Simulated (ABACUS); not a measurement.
# Band-structure run of SiC

The run: band-structure run of SiC (F-43m, 2 atoms in the cell). Method and program: Kohn-Sham DFT of a periodic cell, BLYP, SPMS ONCV 1.0 PBE, no spin polarisation (ABACUS 3.10.1).

The structure derives from an entry of the Crystallography Open Database. It belongs to a series of runs on one base structure; here: bands on the converged density.

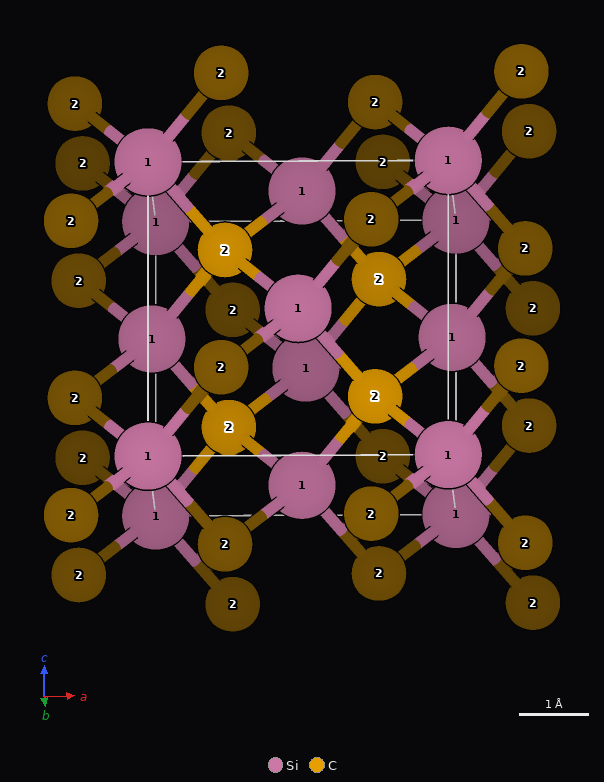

Figure 1. The structure as given in the input (ball-and-stick view of the cell 4 times as large as that of the calculation, set on its symmetry axes, seen at an oblique angle; neighbours outside the cell are drawn fainter; atoms are numbered from 1 in the order of the input). Near neighbours in the crystal (not all of them lie inside the picture): Si has 4 C at 1.89 Å; C has 4 Si at 1.89 Å.

Key numbers:

```csv
quantity,value
outcome,converged
space group (tolerance 0.01 Å),F-43m (216)
electrons treated,8
Fermi energy of the self-consistent step,10.910 eV
gap on the band path,1.70 eV
hardware,"4 threads of Intel Xeon (Sapphire Rapids), 16 GiB of memory available, shared host"
wall time,0.81 s (CPU time 2.5 s)
peak memory,0.36 GiB
```

Remarks:

Points of doubt noted for this run: home made orbitals.

The input:
```
INPUT_PARAMETERS
suffix              SiC
calculation         nscf
basis_type          lcao
pseudo_dir          ./
orbital_dir         ./
symmetry            -1
dft_functional      GGA_X_B88+GGA_C_LYP
ecutwfc             100.0
pseudo_rcut         10
nspin               1
nbands              14
ks_solver           scalapack_gvx
smearing_method     fd
smearing_sigma      0.00367493
scf_thr             1e-07
scf_nmax            100
mixing_type         broyden
mixing_beta         0.7
init_chg            file
out_band            1
```

File STRU:
```
ATOMIC_SPECIES
Si 28.0850 14_Si_4_1.9_1.9_pbe_n_v1.0.upf
C 12.0110 06_C_4_1.2_1.2_pbe_n_v1.0.upf

NUMERICAL_ORBITAL
Si_confined-atom_7au_2s2p1d.orb
C_confined-atom_6au_2s2p1d.orb

LATTICE_CONSTANT
1.8897261246

LATTICE_VECTORS
0.0000000000 2.1790000000 2.1790000000
2.1790000000 0.0000000000 2.1790000000
2.1790000000 2.1790000000 0.0000000000

ATOMIC_POSITIONS
Direct

Si
0.0
1
0.0000000000 0.0000000000 0.0000000000 1 1 1

C
0.0
1
0.2500000000 0.2500000000 0.2500000000 1 1 1
```

File KPT:
```
K_POINTS
12
Line
0.00000000 0.00000000 0.00000000 10 // G
0.50000000 0.00000000 0.50000000 10 // X
0.50000000 0.25000000 0.75000000 10 // W
0.37500000 0.37500000 0.75000000 10 // K
0.00000000 0.00000000 0.00000000 10 // G
0.50000000 0.50000000 0.50000000 10 // L
0.62500000 0.25000000 0.62500000 10 // U
0.50000000 0.25000000 0.75000000 10 // W
0.50000000 0.50000000 0.50000000 10 // L
0.37500000 0.37500000 0.75000000 1 // K
0.62500000 0.25000000 0.62500000 10 // U
0.50000000 0.00000000 0.50000000 1 // X
```

Launch command:
```bash
OMP_NUM_THREADS=1 mpirun -np 4 abacus > log
```

What the program printed:
```
ABACUS v3.10.1

               Atomic-orbital Based Ab-initio Computation at UStc

 ------------------------------------------------------------------------------------

 READING GENERAL INFORMATION
                           global_out_dir = OUT.SiC/
                           global_in_card = INPUT
                               pseudo_dir = ./
                              orbital_dir = ./
                                    DSIZE = 4
                                    GSIZE = 1

 READING UNITCELL INFORMATION
                                    ntype = 2
                  lattice constant (Bohr) = 1.88973
              lattice constant (Angstrom) = 1

 READING ATOM TYPE 1
                               atom label = Si
                      L=0, number of zeta = 2
                      L=1, number of zeta = 2
                      L=2, number of zeta = 1
             number of atom for this type = 1

 READING ATOM TYPE 2
                               atom label = C
                      L=0, number of zeta = 2
                      L=1, number of zeta = 2
                      L=2, number of zeta = 1
             number of atom for this type = 1

                        TOTAL ATOM NUMBER = 2
DIRECT COORDINATES
    atom                   x                   y                   z     mag                  vx                  vy                  vz
taud_Si1            0.0000000000        0.0000000000        0.0000000000  0.0000        0.0000000000        0.0000000000        0.0000000000
taud_C1            0.2500000000        0.2500000000        0.2500000000  0.0000        0.0000000000        0.0000000000        0.0000000000

                          Volume (Bohr^3) = 139.636
                             Volume (A^3) = 20.6919

 Lattice vectors: (Cartesian coordinate: in unit of a_0)
                   +0              +2.179              +2.179
               +2.179                  +0              +2.179
               +2.179              +2.179                  +0
 Reciprocal vectors: (Cartesian coordinate: in unit of 2 pi/a_0)
            -0.229463           +0.229463           +0.229463
            +0.229463           -0.229463           +0.229463
            +0.229463           +0.229463           -0.229463
 The esolver type has been set to : ksdft_lcao

                PAO radial cut off (Bohr) = 10

 Read in pseudopotential file is 14_Si_4_1.9_1.9_pbe_n_v1.0.upf
                     pseudopotential type = NC
          exchange-correlation functional = PBE
                 nonlocal core correction = 1
                        valence electrons = 4
                                     lmax = 2
                           number of zeta = 2
                     number of projectors = 6
                           L of projector = 0
                           L of projector = 0
                           L of projector = 1
                           L of projector = 1
                           L of projector = 2
                           L of projector = 2
 XC functional updated to : GGA_X_B88+GGA_C_LYP
          exchange-correlation functional = GGA_X_B88+GGA_C_LYP
                PAO radial cut off (Bohr) = 10

 Read in pseudopotential file is 06_C_4_1.2_1.2_pbe_n_v1.0.upf
                     pseudopotential type = NC
          exchange-correlation functional = PBE
                 nonlocal core correction = 1
                        valence electrons = 4
                                     lmax = 1
                           number of zeta = 2
                     number of projectors = 4
                           L of projector = 0
                           L of projector = 0
                           L of projector = 1
                           L of projector = 1
 XC functional updated to : GGA_X_B88+GGA_C_LYP
          exchange-correlation functional = GGA_X_B88+GGA_C_LYP
     initial pseudo atomic orbital number = 8

 SETUP THE ELECTRONS NUMBER
            electron number of element Si = 4
      total electron number of element Si = 4
             electron number of element C = 4
       total electron number of element C = 4
            AUTOSET number of electrons:  = 8
                           occupied bands = 4
                                   NLOCAL = 26
                                   NBANDS = 14
                                   NBANDS = 14
                                   NLOCAL = 26

 SETUP THE PLANE WAVE BASIS
 energy cutoff for charge/potential (unit:Ry) = 400
            fft grid for charge/potential = [ 40, 40, 40 ]
                        fft grid division = [ 5, 5, 5 ]
        big fft grid for charge/potential = [ 8, 8, 8 ]
                                     nbxx = 128
                                     nrxx = 16000

 SETUP PLANE WAVES FOR CHARGE/POTENTIAL
                    number of plane waves = 18883
                         number of sticks = 931

 PARALLEL PW FOR CHARGE/POTENTIAL
     PROC   COLUMNS(POT)             PW
        1            233           4721
        2            232           4721
        3            233           4721
        4            233           4720
 --------------- sum -------------------
        4            931          18883
                            number of |g| = 230
                                  max |g| = 36.0149
                                  min |g| = 0.15796

----------- Double Check Mixing Parameters Begin ------------
mixing_type: broyden
mixing_beta: 0.7
mixing_gg0: 1
mixing_gg0_min: 0.1
mixing_ndim: 8
----------- Double Check Mixing Parameters End ------------

 SETUP K-POINTS
                                    nspin = 1
                                   nkstot = 102
K-POINTS DIRECT COORDINATES
 KPOINTS    DIRECT_X    DIRECT_Y    DIRECT_Z  WEIGHT
       1  0.00000000  0.00000000  0.00000000  1.0000
       2  0.05000000  0.00000000  0.05000000  1.0000
       3  0.10000000  0.00000000  0.10000000  1.0000
       4  0.15000000  0.00000000  0.15000000  1.0000
       5  0.20000000  0.00000000  0.20000000  1.0000
       6  0.25000000  0.00000000  0.25000000  1.0000
       7  0.30000000  0.00000000  0.30000000  1.0000
       8  0.35000000  0.00000000  0.35000000  1.0000
       9  0.40000000  0.00000000  0.40000000  1.0000
      10  0.45000000  0.00000000  0.45000000  1.0000
      11  0.50000000  0.00000000  0.50000000  1.0000
      12  0.50000000  0.02500000  0.52500000  1.0000
      13  0.50000000  0.05000000  0.55000000  1.0000
      14  0.50000000  0.07500000  0.57500000  1.0000
      15  0.50000000  0.10000000  0.60000000  1.0000
      16  0.50000000  0.12500000  0.62500000  1.0000
      17  0.50000000  0.15000000  0.65000000  1.0000
      18  0.50000000  0.17500000  0.67500000  1.0000
      19  0.50000000  0.20000000  0.70000000  1.0000
      20  0.50000000  0.22500000  0.72500000  1.0000
      21  0.50000000  0.25000000  0.75000000  1.0000
      22  0.48750000  0.26250000  0.75000000  1.0000
      23  0.47500000  0.27500000  0.75000000  1.0000
      24  0.46250000  0.28750000  0.75000000  1.0000
      25  0.45000000  0.30000000  0.75000000  1.0000
      26  0.43750000  0.31250000  0.75000000  1.0000
      27  0.42500000  0.32500000  0.75000000  1.0000
      28  0.41250000  0.33750000  0.75000000  1.0000
      29  0.40000000  0.35000000  0.75000000  1.0000
      30  0.38750000  0.36250000  0.75000000  1.0000
[... 72 further k points ...]

           k-point number in this process = 102
       minimum distributed K point number = 102

[... K-POINTS CARTESIAN COORDINATES: 102 rows ...]

[... K-POINTS DIRECT COORDINATES: 102 rows ...]

 SETUP PLANE WAVES FOR WAVE FUNCTIONS
     energy cutoff for wavefunc (unit:Ry) = 100
              fft grid for wave functions = [ 40, 40, 40 ]
                    number of plane waves = 2975
                         number of sticks = 271

 PARALLEL PW FOR WAVE FUNCTIONS
     PROC   COLUMNS(POT)             PW
        1             67            744
        2             67            744
        3             69            744
        4             68            743
 --------------- sum -------------------
        4            271           2975

 SET NONLOCAL PSEUDOPOTENTIAL PROJECTORS
 SET NONLOCAL PSEUDOPOTENTIAL PROJECTORS
 max number of nonlocal projetors among all species is 6

 -------------------------------------------
 NONSELF-CONSISTENT
 -------------------------------------------

 SETUP SEARCHING RADIUS FOR PROGRAM TO SEARCH ADJACENT ATOMS
                  longest orb rcut (Bohr) = 7
   longest nonlocal projector rcut (Bohr) = 1.94
                     search radius (Bohr) = 17.9
              searching radius is (Bohr)) = 17.9
         searching radius unit is (Bohr)) = 1.89
                         PeriodicBoundary = 1
                        Radius(unit:lat0) = 9.46
                                   glayer = [ 5, 5, 5 ]
                             glayer_minus = [ 4, 4, 4 ]

Find the coordinate range of the input atom(unit:lat0).
                                  min_tau = [ -17.4, -17.4, -17.4 ]
                                  max_tau = [ 18.5, 18.5, 18.5 ]
                                BoxNumber = [ 9, 9, 9 ]

 SETUP EXTENDED REAL SPACE GRID FOR GRID INTEGRATION
                          real space grid = [ 40, 40, 40 ]
                 big cell numbers in grid = [ 8, 8, 8 ]
             meshcell numbers in big cell = [ 5, 5, 5 ]
                        extended fft grid = [ 12, 12, 12 ]
                dimension of extened grid = [ 33, 33, 33 ]
                            UnitCellTotal = 125
              Atom number in sub-FFT-grid = 2
    Local orbitals number in sub-FFT-grid = 26
                                ParaV.nnr = 13729
                                 init_chg = file
 try to read charge from file
 Read in the charge density: OUT.SiC//SiC-CHARGE-DENSITY.restart

 LCAO ALGORITHM --------------- ION=   1  ELEC=   1--------------------------------
[... levels at 102 k points of this process ...]

 Density error is 0.00000000000
----------------------------------------------------------
     Energy           Rydberg                 eV
----------------------------------------------------------
 E_KohnSham     -20.3638581237       -277.0645037464
 E_KS(sigma->0) -20.3638581235       -277.0645037427
 E_Harris       -20.3638581237       -277.0645037464
 E_band         2.4026041571         32.6891065747
 E_one_elec     5.5731804257         75.8270097720
 E_Hartree      2.3863407851         32.4678320476
 E_xc           -7.3921575645        -100.5754633916
 E_Ewald        -20.9312217695       -284.7838821670
 E_entropy(-TS) -0.0000000005        -0.0000000074
 E_descf        0.0000000000         0.0000000000
 E_exx          0.0000000000         0.0000000000
 E_Fermi        0.7988142056         10.8684248391
----------------------------------------------------------

 charge density convergence is achieved
 final etot is -277.06450375 eV
 EFERMI = 10.868424839 eV

 STATE ENERGY(eV) AND OCCUPATIONS    NSPIN == 1
 1/102 kpoint (Cartesian) = 0.0000 0.0000 0.0000 (600 pws)
       1       -5.24840      0.0196078
       2        9.98746      0.0196078
       3        9.98746      0.0196078
       4        9.98746      0.0196078
       5        17.2914    3.18764e-58
       6        17.3988    3.71625e-59
       7        17.3988    3.71625e-59
       8        17.3988    3.71625e-59
       9        24.7399        0.00000
      10        24.7399        0.00000
      11        27.7559        0.00000
      12        29.7121        0.00000
      13        29.7121        0.00000
      14        29.7121        0.00000

 2/102 kpoint (Cartesian) = 0.0000 0.022946 0.0000 (597 pws)
       1       -5.18863      0.0196078
       2        9.79262      0.0196078
       3        9.85981      0.0196078
       4        9.85981      0.0196078
       5        17.2155    1.45272e-57
       6        17.4825    6.96915e-60
       7        17.5893    8.23600e-61
       8        17.5893    8.23600e-61
       9        24.0671        0.00000
      10        24.8131        0.00000
      11        27.9838        0.00000
      12        29.8069        0.00000
      13        29.8069        0.00000
      14        30.4507        0.00000

 3/102 kpoint (Cartesian) = 0.0000 0.045893 0.0000 (598 pws)
       1       -5.00705      0.0196078
       2        9.26857      0.0196078
       3        9.51969      0.0196078
       4        9.51969      0.0196078
       5        16.7337    2.22651e-53
       6        17.9194    1.11906e-63
       7        18.1143    2.26796e-65
       8        18.1143    2.26796e-65
       9        22.7363        0.00000
      10        25.0322        0.00000
      11        28.6653        0.00000
      12        30.1052        0.00000
      13        30.1052        0.00000
      14        31.9524        0.00000

 4/102 kpoint (Cartesian) = 0.0000 0.068839 0.0000 (598 pws)
       1       -4.69987      0.0196078
       2        8.52841      0.0196078
       3        9.05785      0.0196078
       4        9.05785      0.0196078
       5        16.0404    2.34119e-47
       6        18.2158    2.97527e-66
       7        18.8736    5.75437e-72
       8        18.8736    5.75437e-72
       9        21.6371        0.00000
      10        25.3956        0.00000
      11        29.6861        0.00000
      12        30.6314        0.00000
      13        30.6314        0.00000
      14        33.4410        0.00000

 5/102 kpoint (Cartesian) = 0.0000 0.091785 0.0000 (594 pws)
       1       -4.26642      0.0196078
       2        7.65495      0.0196078
       3        8.55778      0.0196078
       4        8.55778      0.0196078
       5        15.2218    3.01666e-40
       6        17.7507    3.26552e-62
       7        19.7704    9.34362e-80
       8        19.7704    9.34362e-80
       9        21.5331        0.00000
      10        25.9002        0.00000
      11        30.8744        0.00000
      12        31.3844        0.00000
      13        31.3844        0.00000
      14        34.5904        0.00000

 6/102 kpoint (Cartesian) = 0.0000 0.11473 0.0000 (592 pws)
       1       -3.71199      0.0196078
       2        6.69477      0.0196078
       3        8.07709      0.0196078
       4        8.07709      0.0196078
       5        14.3422    1.31766e-32
       6        16.8116    4.68478e-54
       7        20.7304    4.29063e-88
       8        20.7304    4.29063e-88
       9        22.2147        0.00000
      10        26.5405        0.00000
      11        31.9952        0.00000
      12        32.2961        0.00000
      13        32.2961        0.00000
      14        35.5898        0.00000

[... levels at 96 further k points ...]

 --------------------------------------------
 !FINAL_ETOT_IS -277.0645037464143 eV
 --------------------------------------------

 Output bands in file: OUT.SiC/BANDS_1.dat
```

Standard output:
```
ABACUS v3.10.1

               Atomic-orbital Based Ab-initio Computation at UStc

 dft_functional readin is: GGA_X_B88+GGA_C_LYP
 dft_functional in pseudopot file is: PBE
 Please make sure this is what you need
 dft_functional readin is: GGA_X_B88+GGA_C_LYP
 dft_functional in pseudopot file is: PBE
 Please make sure this is what you need
 UNIFORM GRID DIM        : 40 * 40 * 40
 UNIFORM GRID DIM(BIG)   : 8 * 8 * 8
func,idGGA_X_B88 106
func,idGGA_C_LYP 131
 ---------------------------------------------------------
 ---------------------------------------------------------
 SPIN    KPOINTS         PROCESSORS  THREADS     NBASE
 1       102             4           4           26
 ---------------------------------------------------------
 Use Systematically Improvable Atomic bases
 ---------------------------------------------------------
 ELEMENT ORBITALS        NBASE       NATOM       XC
 Si      2s2p1d-7au      13          1
 C       2s2p1d-6au      13          1
 ---------------------------------------------------------
 Initial plane wave basis and FFT box
 ---------------------------------------------------------
 -------------------------------------------
 NONSELF-CONSISTENT :
 -------------------------------------------
 START CHARGE      : file
 ITER       ETOT/eV          EDIFF/eV         DRHO     TIME/s
 GV1     -2.77064504e+02   0.00000000e+00   0.0000e+00   0.37
```
